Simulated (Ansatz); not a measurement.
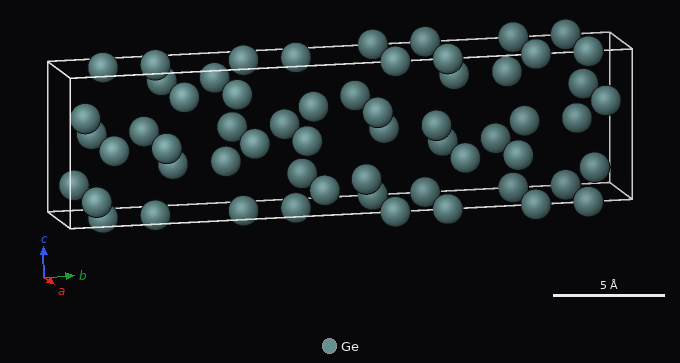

The input geometry (spheres-only view of the cell 4 times as large as that of the calculation, set on its symmetry axes, seen slightly off an axis). An atom can appear more than once, as a periodic image.

# Ge: single-point calculation

The run: single-point calculation of Ge (8 atoms in the cell). Method and program: DFT PBEsol, scalar-relativistic, plane waves, PAW, no spin polarisation (Ansatz 0.2.0).

The structure derives from a Materials Project entry. It belongs to a series of runs on one base structure; here: the crystal above the cut slid by 0.5 of the vector 1 a1 + 0 a2 (4.004 Å). Figures and captions count atoms from 1; the log counts them from 0 in places.

Input file
```yaml
crystal:
  lattice:
    - [-2.0020822485, -3.4677081753, 0.0]
    - [2.0020822485, -3.4677081753, 0.0]
    - [-1.0010411242, -1.7338540877, 13.1450496104]
  atoms:
    - { symbol: Ge, position: [-0.0784036647, 0.0, 0.1568073295] }
    - { symbol: Ge, position: [-0.1715963352, 0.0, 0.3431926705] }
    - { symbol: Ge, position: [-0.3284036648, 0.0, 0.6568073295] }
    - { symbol: Ge, position: [-0.4215963352, 0.0, 0.8431926705] }
    - { symbol: Ge, position: [0.61959705, 0.6666666667, 0.0941392333] }
    - { symbol: Ge, position: [0.13040295, 0.3333333333, 0.4058607667] }
    - { symbol: Ge, position: [0.0362637167, 0.3333333333, 0.5941392333] }
    - { symbol: Ge, position: [0.2137362833, 0.6666666667, 0.9058607667] }
basis:
  ecutwfc: 420
kpoints:
  mp_grid: { grid: [11, 11, 3] }
hamiltonian:
  xc: pbesol
scf:
  occupations: { method: gaussian, width: 0.15 }
output:
  forces: true
  stress: true
  eigenvalues: true
  write_density: true
  write_potential: true
  elf: true
  volumetric_format: npy
```

Machine: 2 threads of Arm Neoverse V1, 24 GiB of memory available, shared host.

Run as:
```bash
ansatz run input.yaml --threads 2 --pin off --max-ram 5120MiB --backend cpu --events-out ev --progress --plain --runs-dir out
```

The program's output
```
Warning: crystal.symmetry: narrowed to the stabiliser of the k-point mesh — unitary ops 4 → 2; excluded 2 operations that carry a point of the 11×11×3 mesh (shift [0, 0, 0]) off the mesh (the run samples exactly the mesh kpoints.mp_grid names, as under crystal.symmetry.detect: false, and its converged state has the mesh's symmetry, not the crystal's; ε∞, the Born charges and the force constants of a linear response (`dielectric:` by the response, `phonons.method: dfpt`) are averaged over those of the crystal's operations that the state keeps within a tolerance, where `mesh_tensors`, `unaveraged_element` or `gamma_mean_max_change_ev_ang2` stands beside them; a row that `dielectric.field_direction` solves alone is averaged likewise, with nothing beside; a Γ-centred mesh of equal divisions is mapped onto itself by every operation and keeps the whole group, as does a half-shifted one under kpoints.further_shifts: images)
Engine: ansatz 0.2.0, aarch64-unknown-linux-gnu
Pseudopotentials: kind: paw
Pseudopotential: Ge, paw, valence charge 14, recommended cutoff 420 eV (normal), Ge.paw.azcp
Functional definition: PBEsol
  exchange = pbesol_x
  correlation = pbesol_c
Crystal: 8 atoms, lattice volume = 182.523 Å³
Basis set: ecut = 420 eV, 3571 PW (Γ), exchange–correlation on 54×54×180 points (8 copies of the dense FFT grid, shifted against one another)
Bands: 68, of which v1, the nominal top of the filled ones, is band 56 counted from 1 (55 counted from 0)
Symmetry: 2 space group operations
k-points: 102 of 363 (time reversal used)
Non-local potential: Ge, projectors of the file, l = 0: 2, l = 1: 2, l = 2: 3, l = 3: 1
PAW form: soft (Blöchl's): semilocal exchange-correlation on the pseudo side does not see the compensation charge
PAW frozen core: Ge, regenerated for the run's functional, and the local potential with it (the file was generated under x = pbe(κ = 0.804, μ = 0.2195149727645171), c = pbe(β = 0.06672455060314922))
PAW one-centre angular grid: Ge, 590 points (default); XC on 64 Gauss nodes
Initial density: superposition of atomic densities (neutral atoms: chi_scale 0, normalization atom), corrected by the library's trained network
Initial wavefunctions: pseudopotential atomic-orbital guess
Functional: x = pbesol(κ = 0.804, μ = 0.12345679012345678), c = pbesol(β = 0.046)
SCF iter   1: F=—  HF=-34026.850565 eV  |F-HF|=—  |Δ(HF+E_count)|=         —  Δρ=3.33e-3  dr2=7.96e-2  ethr=1.77e-3  ⟨swp⟩=5.7  Hψ=24396  notcnv=0  defer=4
preconditioner: auto → LDOS  [metal: Δε(μ)=0.018 eV  Ē_g=22.394 eV  σ=0.150 eV  W_gap=0.07  n_scr=56 (ndim 8)  ℏωp=29.1 eV  f_vac=0.053  D(μ)=2.58/eV (n_scr^D=6)  β→1.0]
SCF iter   2: F=—  HF=-34026.834473 eV  |F-HF|=—  |Δ(HF+E_count)|=   1.61e-2  Δρ=1.18e-3  dr2=3.21e-3  ethr=7.10e-5  ⟨swp⟩=2.1  Hψ=9727  notcnv=0  defer=6
SCF iter   3: F=—  HF=-34026.834001 eV  |F-HF|=—  |Δ(HF+E_count)|=   4.73e-4  Δρ=6.12e-4  dr2=1.09e-3  ethr=2.87e-6  ⟨swp⟩=2.0  Hψ=12153  notcnv=0  defer=6
SCF iter   4: F=—  HF=-34026.833576 eV  |F-HF|=—  |Δ(HF+E_count)|=   4.25e-4  Δρ=2.19e-4  dr2=2.60e-4  ethr=9.70e-7  ⟨swp⟩=2.0  Hψ=12126  notcnv=0  defer=6
SCF iter   5: F=—  HF=-34026.833523 eV  |F-HF|=—  |Δ(HF+E_count)|=   5.26e-5  Δρ=4.77e-5  dr2=2.00e-5  ethr=2.32e-7  ⟨swp⟩=2.0  Hψ=7912  notcnv=0  defer=6
SCF iter   6: F=—  HF=-34026.833490 eV  |F-HF|=—  |Δ(HF+E_count)|=   3.32e-5  Δρ=1.11e-5  dr2=7.25e-7  ethr=1.79e-8  ⟨swp⟩=3.0  Hψ=12371  notcnv=0  defer=6
SCF iter   7: F=-34026.833490 eV  HF=-34026.833490 eV  |F-HF|=4.29e-8  |Δ(HF+E_count)|=   4.83e-8  Δρ=4.32e-6  dr2=4.41e-8  ethr=8.93e-11  ⟨swp⟩=12.9  Hψ=52570  notcnv=0
SCF 1 converged in 7 iterations: F = -34026.833490 eV  dr2 = 4.41e-8
  greatest PAW one-centre occupation: 0.998 electrons in one spin orbital (limit 2), on the Ge atom at site 7 (counted from 0), in its partial waves of l = 2
SCF converged after 7 iterations
Free energy (F): -34026.833490 eV
Harris-Foulkes:  -34026.833490 eV  (|F-HF|=4.29e-8)
Internal energy: -34026.804169 eV  (E = F + TS)
E sigma→0 (E₀):  -34026.818830 eV
Entropy (-TS):   -0.029320 eV (-3.665 meV/atom)
Fermi energy:    7.955246 eV
--- Per-component energies (eV) ---
  E_band       = -1222.411359
  E_kinetic    = 890.155076
  E_local      = -19719.031206  (includes V_loc(G=0)·N_el)
  E_nonlocal   = 3357.319549
  E_hartree    = 8632.225269
  E_xc         = -598.959053
  E_vxc        = -516.659748  (∫ρ·V_xc dr)
  E_paw        = -15828.731809  (= ΣΔE_a)
  E_vpaw       = -2498.635652  (= ΣTr[D̂ρ^β])
  E_aug_tail   = 0.002523  (compensation charges beyond the density's cutoff)
  E_ewald      = -10767.128007
  E_core_change = 7.343490  (= ΣΔE_core)
  E_smearing   = -0.029320  (= −TS)
  E_closure    = 0.000000  (closes the sum)
  Σ components = -34026.833490   (vs F -34026.833490, Δ=0.00e0)
--- Forces (eV/Å), atoms counted from 1 ---
  atom   1  Ge     0.09015544    -0.04634585     0.11604723
  atom   2  Ge     0.07756811    -0.04460582     0.11030858
  atom   3  Ge     0.07741382    -0.04487304    -0.11030858
  atom   4  Ge     0.08521440    -0.05490397    -0.11604723
  atom   5  Ge    -0.16598060     0.08879757    -0.62682325
  atom   6  Ge    -0.00174388     0.00214580     0.01588144
  atom   7  Ge    -0.00273025     0.00043734    -0.01588144
  atom   8  Ge    -0.15989125     0.09934463     0.62682325
  max |Σ_I F_I| component: 5.79e-6 eV/Å
--- Stress (GPa, compression-positive) ---
       -0.070899      -0.953702      -0.009591
       -0.953702      -1.172139      -0.016612
       -0.009591      -0.016612       1.489797
  P = ⅓ Tr σ = 0.0823 GPa (0.823 kbar)
--- Band table (eV; the first three rows and the last of 102) ---
  k-point 0: bands = ["-16.5367", "-16.5357", "-16.5340", "-16.5334", "-16.5265", "-16.5226", "-16.5132", "-16.5087", "-16.5080", "-16.5071", "-16.5030", "-16.4719", "-16.4685", "-16.4682", "-16.4578", "-16.4472", "-16.4455", "-16.4268", "-16.4262", "-16.3982", "-16.3926", "-16.3007", "-16.2969", "-16.2954", "-16.2946", "-16.2900", "-16.2815", "-16.2770", "-16.2757", "-16.2734", "-16.2711", "-16.2676", "-16.2618", "-16.2534", "-16.2415", "-16.2413", "-16.2299", "-16.2289", "-16.2210", "-16.2206", "-4.3856", "-3.7342", "-3.5772", "-2.4074", "0.9585", "3.4247", "4.0435", "6.9764", "7.0370", "7.0518", "7.3918", "7.6282", "7.6369", "8.0239", "8.0513", "8.2470", "8.3204", "8.5981", "8.9544", "9.1855", "10.8301", "10.9383", "11.1061", "11.1448", "11.6376", "11.7422", "12.2035", "12.2716"]
  k-point 1: bands = ["-16.5368", "-16.5362", "-16.5348", "-16.5310", "-16.5261", "-16.5248", "-16.5130", "-16.5093", "-16.5072", "-16.5062", "-16.5028", "-16.4754", "-16.4706", "-16.4602", "-16.4599", "-16.4483", "-16.4455", "-16.4271", "-16.4257", "-16.3982", "-16.3926", "-16.3017", "-16.2969", "-16.2938", "-16.2933", "-16.2912", "-16.2811", "-16.2808", "-16.2757", "-16.2727", "-16.2703", "-16.2653", "-16.2599", "-16.2576", "-16.2421", "-16.2391", "-16.2301", "-16.2293", "-16.2208", "-16.2207", "-4.3113", "-4.0428", "-3.1563", "-2.6458", "1.3399", "2.4303", "5.1688", "6.7929", "6.9114", "7.0074", "7.2964", "7.2980", "7.6528", "7.7907", "8.1700", "8.3292", "8.4004", "8.5980", "8.9599", "9.3776", "10.8001", "10.9474", "11.0245", "11.4806", "11.4874", "11.8520", "12.1116", "12.3102"]
  k-point 2: bands = ["-16.5427", "-16.5380", "-16.5376", "-16.5353", "-16.5295", "-16.5241", "-16.5150", "-16.5105", "-16.5097", "-16.5029", "-16.4957", "-16.4662", "-16.4652", "-16.4645", "-16.4542", "-16.4425", "-16.4409", "-16.4225", "-16.4207", "-16.3968", "-16.3922", "-16.3077", "-16.3074", "-16.3053", "-16.3023", "-16.2924", "-16.2898", "-16.2812", "-16.2796", "-16.2706", "-16.2698", "-16.2583", "-16.2577", "-16.2494", "-16.2427", "-16.2424", "-16.2280", "-16.2263", "-16.2175", "-16.2155", "-4.2957", "-3.6454", "-3.4872", "-2.3158", "0.9750", "3.3561", "3.9841", "6.0160", "6.4799", "6.6724", "6.7311", "6.8337", "6.8489", "7.8599", "7.8860", "8.5068", "8.8011", "9.2803", "9.7592", "9.9378", "10.9218", "10.9460", "11.3615", "11.4000", "11.4812", "11.6352", "12.1098", "12.6466"]
  k-point 101: bands = ["-16.5610", "-16.5600", "-16.5571", "-16.5521", "-16.5509", "-16.5449", "-16.5410", "-16.4998", "-16.4976", "-16.4667", "-16.4553", "-16.4308", "-16.4230", "-16.4122", "-16.4017", "-16.3998", "-16.3937", "-16.3924", "-16.3790", "-16.3773", "-16.3671", "-16.3572", "-16.3547", "-16.3540", "-16.3515", "-16.3384", "-16.3326", "-16.3236", "-16.3170", "-16.3069", "-16.3004", "-16.2860", "-16.2811", "-16.2194", "-16.2187", "-16.2077", "-16.2043", "-16.2037", "-16.1968", "-16.1883", "-2.1910", "-1.7319", "-1.4293", "-0.3966", "-0.3069", "0.1588", "1.0668", "1.2304", "3.9423", "4.1658", "4.4037", "4.6116", "4.7863", "5.8090", "6.1849", "7.5483", "7.8065", "9.9830", "10.4460", "11.7209", "12.2316", "12.5624", "12.9318", "13.1827", "13.2759", "13.3497", "13.5011", "13.5564"]
```

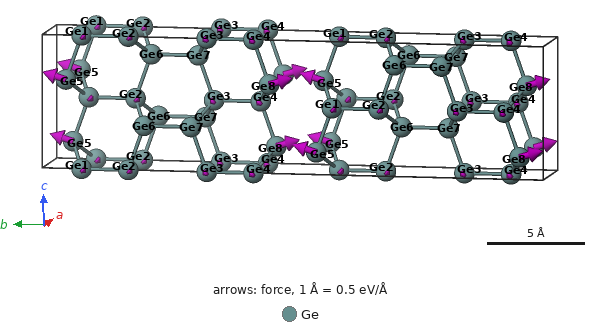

Forces on the atoms as pink arrows (ball-and-stick view of the cell 4 times as large as that of the calculation, set on its symmetry axes, seen at an oblique angle; atoms are numbered from 1 in the order of the input); the smallest are left out. The largest act on Ge5, Ge8 (0.65 eV/Å). The geometry is not a stationary point of this energy.

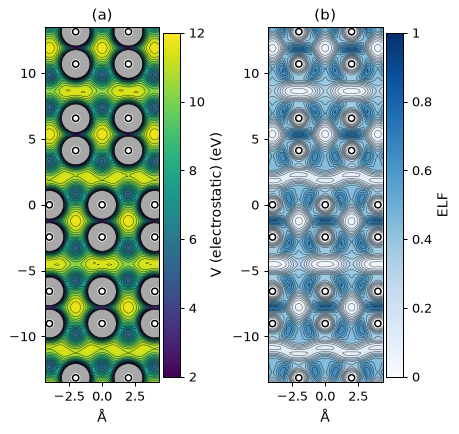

(a) electrostatic potential (local pseudopotential plus Hartree) felt by an electron; (b) ELF on the (001) plane of the conventional cell. Circles mark the nuclei in the plane (Ge). Grey discs, where drawn, cover atomic cores. Atoms in the plane: Ge. Outside the cores the potential energy rises away from the atoms and is highest about 2.3 Å from the nearest atoms; outside the discs it spans about 10 eV, and its zero is arbitrary. In a PAW calculation such maps are meaningful between the atoms, not at the nuclei.

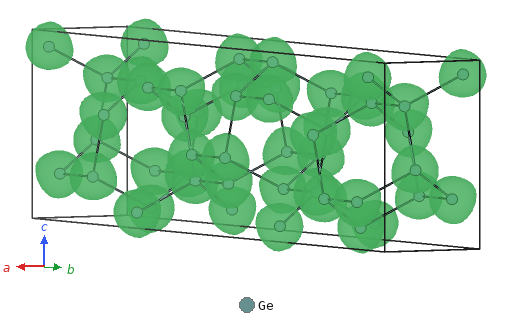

Isosurface of the valence pseudo-density at 0.6 e/Å³ (green), seen at an oblique angle. Sticks mark near contacts. The outline is the cell set on symmetry axes. At this value the density breaks into separate islands; it holds about 75 % of the electrons treated as valence (semicore included). It is pinched off along the Ge–Ge (2.45 Å) contacts. On the grid the lowest density along these lines, outside the cores, is 0.49 e/Å³ (Ge–Ge, 2.45 Å).

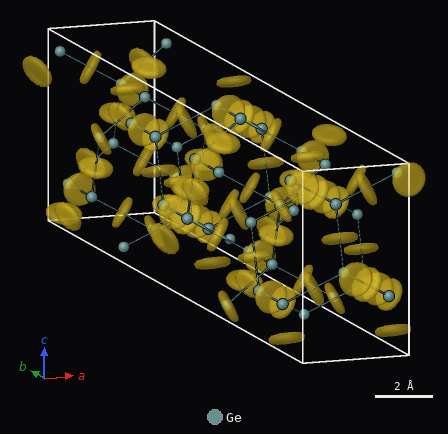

Isosurface of the ELF at 0.65 (yellow), seen slightly off an axis. Core shells and regions of very low density are left out. Sticks mark near contacts. The outline is the cell set on symmetry axes. The ELF exceeds this value in 60 regions between bonded Ge–Ge atoms (shared pairs), counted in one cell of 32 atoms. Along the contacts the grid gives the following. Ge–Ge (2.45 Å): the ELF peaks at about 0.75 between the atoms, which marks localised, shared-pair bonding.

Key numbers

| quantity | value |
| --- | --- |
| outcome | converged |
| space group (tolerance 0.01 Å) | Fmm2 (42) |
| electrons treated | 112 |
| free energy | −34026.8335 eV |
| Fermi energy | 7.955 eV |
| gap on the k-point mesh | none (metallic) |
| pressure | 0.08 GPa |
| largest force (length of the vector) | 0.654 eV/Å |
| wall time | 78 s (CPU time 2.6 min) |
| peak memory | 1 GiB |

Remarks

Warnings of the run: the k-point mesh lowers the symmetry that the run can use.
